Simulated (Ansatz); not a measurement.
Single-point calculation, with input and output: Ta

- system: Ta (1 atom in the cell)
- method: DFT PBEsol, scalar-relativistic, plane waves, PAW, no spin polarisation (Ansatz 0.2.0)

The structure derives from an entry of the Crystallography Open Database. It belongs to a series of runs on one base structure; here: ratio of the length along z to the lengths across it x 0.707, volume and fractional coordinates fixed. Figures and captions count atoms from 1; the log counts them from 0 in places.

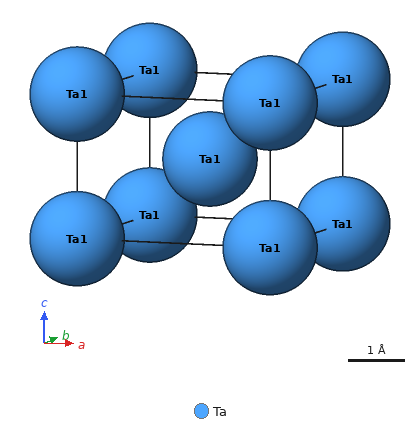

The structure (spheres-only view of the cell 2 times as large as that of the calculation, set on its symmetry axes, seen slightly off an axis; atoms are numbered from 1 in the order of the input). An atom can appear more than once, as a periodic image.

**Results in brief**

- outcome: converged
- space group (tolerance 0.01 Å): I4/mmm (139)
- electrons treated: 13
- free energy: −9806.0963 eV
- Fermi energy: 18.790 eV
- gap on the k-point mesh: none (metallic)
- pressure: 4.25 GPa
- largest force (length of the vector): under 0.001 eV/Å
- hardware: 1 thread of Intel Xeon @ 2.70GHz, 189 GiB of memory available, shared host
- wall time: 11 s
- peak memory: 0.47 GiB

**Notes**

Spin–orbit coupling is left out, which matters for Ta.

**The input**
```yaml
crystal:
  lattice:
    - [-1.8535924404, 1.8535924404, 1.3104898553]
    - [1.8535924404, -1.8535924404, 1.3104898553]
    - [1.8535924404, 1.8535924404, -1.3104898553]
  atoms:
    - { symbol: Ta, position: [0.0, 0.0, 0.0] }
basis:
  ecutwfc: 420
kpoints:
  mp_grid: { grid: [22, 22, 22] }
hamiltonian:
  xc: pbesol
scf:
  occupations: { method: gaussian, width: 0.15 }
output:
  forces: true
  stress: true
  eigenvalues: true
  write_density: true
  write_potential: true
  elf: true
  volumetric_format: npy
```

Run as:
```bash
ansatz run input.yaml --threads 1 --pin off --max-ram 2560MiB --backend cpu --events-out ev --progress --plain --runs-dir out
```

**What the program printed**
```
Engine: ansatz 0.2.0, x86_64-unknown-linux-gnu
Pseudopotentials: kind: paw
Pseudopotential: Ta, paw, valence charge 13, recommended cutoff 420 eV (normal), Ta.paw.azcp
Functional definition: PBEsol
  exchange = pbesol_x
  correlation = pbesol_c
Crystal: 1 atoms, lattice volume = 18.010 Å³
Basis set: ecut = 420 eV, 337 PW (Γ), exchange–correlation on 40×40×40 points (8 copies of the dense FFT grid, shifted against one another)
Bands: 11, of which v1, the nominal top of the filled ones, is band 7 counted from 1 (6 counted from 0)
Symmetry: 16 space group operations
Space group: I4/mmm (ITA 139), of the structure as read, at distance tolerance 2.6e-5 Å
k-points: 834 of 10648
Non-local potential: Ta, projectors of the file, l = 0: 3, l = 1: 2, l = 2: 2, l = 3: 1
PAW form: soft (Blöchl's): semilocal exchange-correlation on the pseudo side does not see the compensation charge
PAW frozen core: Ta, regenerated for the run's functional, and the local potential with it (the file was generated under x = pbe(κ = 0.804, μ = 0.2195149727645171), c = pbe(β = 0.06672455060314922))
PAW one-centre angular grid: Ta, 590 points (default); XC on 64 Gauss nodes
Initial density: superposition of atomic densities (neutral atoms: chi_scale 0, normalization atom), corrected by the library's trained network
Initial wavefunctions: pseudopotential atomic-orbital guess
Functional: x = pbesol(κ = 0.804, μ = 0.12345679012345678), c = pbesol(β = 0.046)
SCF iter   1: F=—  HF=-9806.099142 eV  |F-HF|=—  |Δ(HF+E_count)|=         —  Δρ=6.90e-3  dr2=7.54e-3  ethr=1.77e-3  ⟨swp⟩=5.1  Hψ=51242  notcnv=0
preconditioner: auto → none  [metal: Δε(μ)=0.001 eV  Ē_g=8.286 eV  σ=0.150 eV  W_gap=0.00  n_scr=4 (ndim 8)  ℏωp=19.6 eV  f_vac=0.000  D(μ)=1.38/eV (n_scr^D=16)  sad-step TF]
SCF iter   2: F=—  HF=-9806.097277 eV  |F-HF|=—  |Δ(HF+E_count)|=   1.86e-3  Δρ=4.02e-3  dr2=2.81e-3  ethr=5.80e-5  ⟨swp⟩=1.0  Hψ=15875  notcnv=0
SCF iter   3: F=—  HF=-9806.096298 eV  |F-HF|=—  |Δ(HF+E_count)|=   9.80e-4  Δρ=3.80e-4  dr2=1.36e-5  ethr=2.16e-5  ⟨swp⟩=2.1  Hψ=10872  notcnv=0
SCF iter   4: F=—  HF=-9806.096292 eV  |F-HF|=—  |Δ(HF+E_count)|=   5.22e-6  Δρ=6.01e-5  dr2=3.97e-7  ethr=1.05e-7  ⟨swp⟩=2.5  Hψ=14401  notcnv=0
iter 5 did not close the SCF: its close was put off for the readings that it lacked (scf_convergence_deferred on its scf_iter line)
SCF iter   5: F=-9806.096292 eV  HF=-9806.096292 eV  |F-HF|=3.30e-9  |Δ(HF+E_count)|=   1.19e-7  Δρ=1.27e-5  dr2=1.35e-8  ethr=3.05e-9  ⟨swp⟩=2.9  Hψ=14735  notcnv=0
SCF iter   6: F=-9806.096292 eV  HF=-9806.096292 eV  |F-HF|=8.19e-11  |Δ(HF+E_count)|=  5.75e-10  Δρ=2.15e-6  dr2=2.73e-10  ethr=1.04e-10  ⟨swp⟩=5.8  Hψ=46555  notcnv=0
SCF 1 converged in 6 iterations: F = -9806.096292 eV  dr2 = 2.73e-10
  greatest PAW one-centre occupation: 1.000 electrons in one spin orbital (limit 2), on the Ta atom at site 0 (counted from 0), in its partial waves of l = 0
```

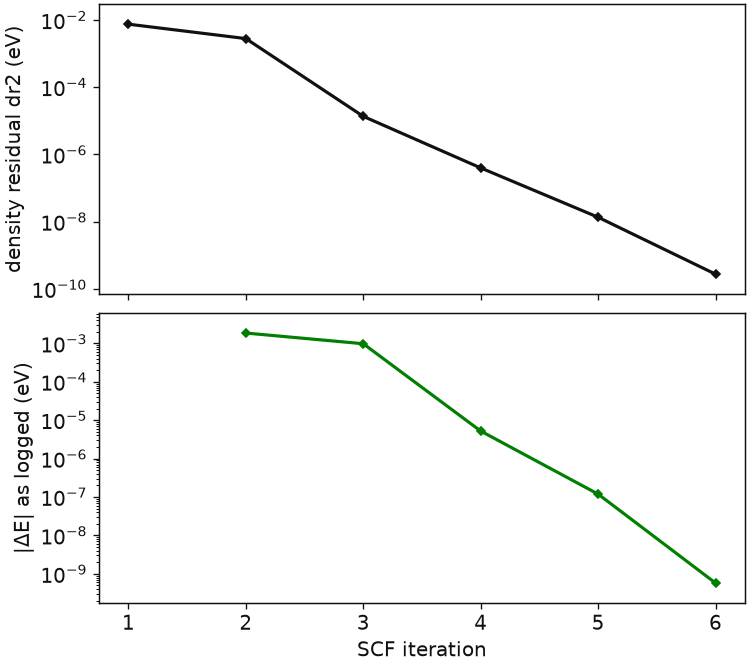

Convergence of the self-consistent field: density residual dr2 and size of the energy change against the SCF iteration. The residual falls at every step.

```
SCF converged after 6 iterations
Free energy (F): -9806.096292 eV
Harris-Foulkes:  -9806.096292 eV  (|F-HF|=8.19e-11)
Internal energy: -9806.080551 eV  (E = F + TS)
E sigma→0 (E₀):  -9806.088422 eV
Entropy (-TS):   -0.015742 eV (-15.742 meV/atom)
Fermi energy:    18.789722 eV
--- Per-component energies (eV) ---
  E_band       = -104.826731
  E_kinetic    = 367.495967
  E_local      = -572.016508  (includes V_loc(G=0)·N_el)
  E_nonlocal   = 18.637129
  E_hartree    = 200.378820
  E_xc         = -217.197249
  E_vxc        = -204.105730  (∫ρ·V_xc dr)
  E_paw        = -8272.920706  (= ΣΔE_a)
  E_vpaw       = -115.595392  (= ΣTr[D̂ρ^β])
  E_aug_tail   = 0.000144  (compensation charges beyond the density's cutoff)
  E_ewald      = -1330.671795
  E_core_change = 0.213646  (= ΣΔE_core)
  E_smearing   = -0.015742  (= −TS)
  E_closure    = 0.000000  (closes the sum)
  Σ components = -9806.096292   (vs F -9806.096292, Δ=0.00e0)
--- Forces (eV/Å), atoms counted from 1 ---
  atom   1  Ta     0.00000000     0.00000000    -0.00000000
  max |Σ_I F_I| component: 3.08e-33 eV/Å
--- Stress (GPa, compression-positive) ---
       -3.188108       0.000000       0.000000
        0.000000      -3.188108       0.000000
        0.000000      -0.000000      19.135161
  P = ⅓ Tr σ = 4.2530 GPa (42.530 kbar)
--- Band table (eV; the first three rows and the last of 834) ---
  k-point 0: bands = ["-48.4977", "-14.5877", "-14.5877", "-13.9397", "10.6291", "16.8389", "18.4834", "22.2111", "22.2111", "24.2718", "31.8775"]
  k-point 1: bands = ["-48.4961", "-14.6108", "-14.5860", "-13.9428", "10.7012", "16.8696", "18.4497", "22.1890", "22.2719", "24.1844", "31.9131"]
  k-point 2: bands = ["-48.4915", "-14.6777", "-14.5810", "-13.9518", "10.9120", "16.9578", "18.3596", "22.1252", "22.4524", "23.9438", "31.9712"]
  k-point 833: bands = ["-48.3462", "-15.4529", "-15.4529", "-14.2483", "14.3086", "14.8615", "24.3843", "24.3843", "25.7532", "25.7532", "26.1559"]
```

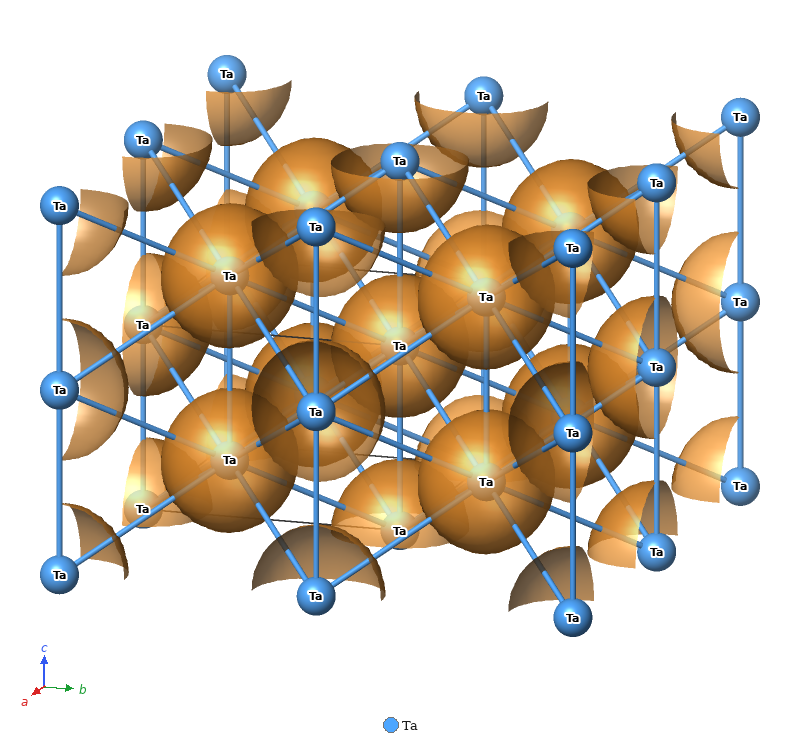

Isosurface of the valence charge density (pseudo) at 0.8 e/Å³ (orange), seen slightly off an axis. Sticks mark near contacts. The outline is the cell set on symmetry axes. At this value the density breaks into separate islands; it holds about 65 % of the electrons treated as valence (semicore included). It is pinched off along the Ta–Ta (2.62 Å) and Ta–Ta (2.93 Å) contacts. On the grid the lowest density along these lines, outside the cores, is 0.47 e/Å³ (Ta–Ta, 2.62 Å) and 0.3 e/Å³ (Ta–Ta, 2.93 Å). The fields are those of the smooth PAW valence density.

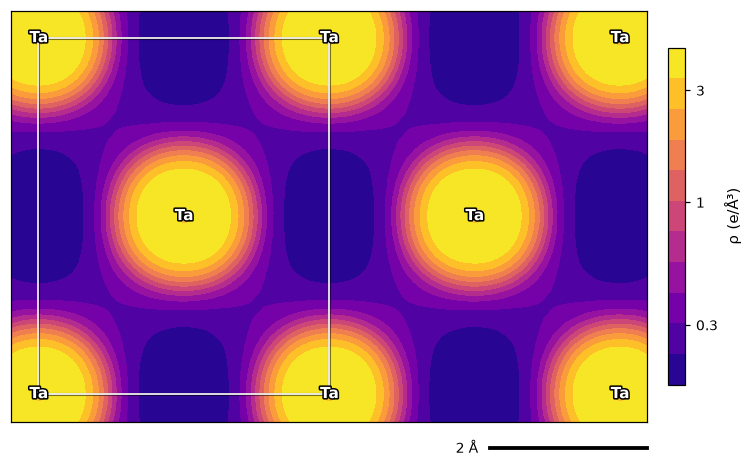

Valence pseudo-density on the (101̄) plane of the conventional cell. Ta–Ta (2.93 Å): ρ at the midpoint is about 0.3 e/Å³. Away from the nuclei the density in this plane falls to 0.17 e/Å³ at its lowest.

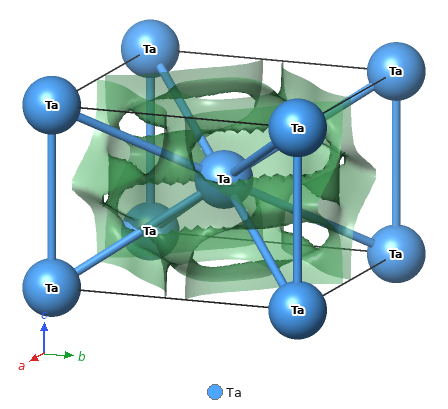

Isosurface of the ELF at 0.4 (green), seen slightly off an axis. Core shells and regions of very low density are left out. Sticks mark near contacts. The outline is the cell set on symmetry axes. Values along the shortest contacts: Ta–Ta (2.62 Å): the ELF is about 0.30 at the midpoint; no shared electron pair.
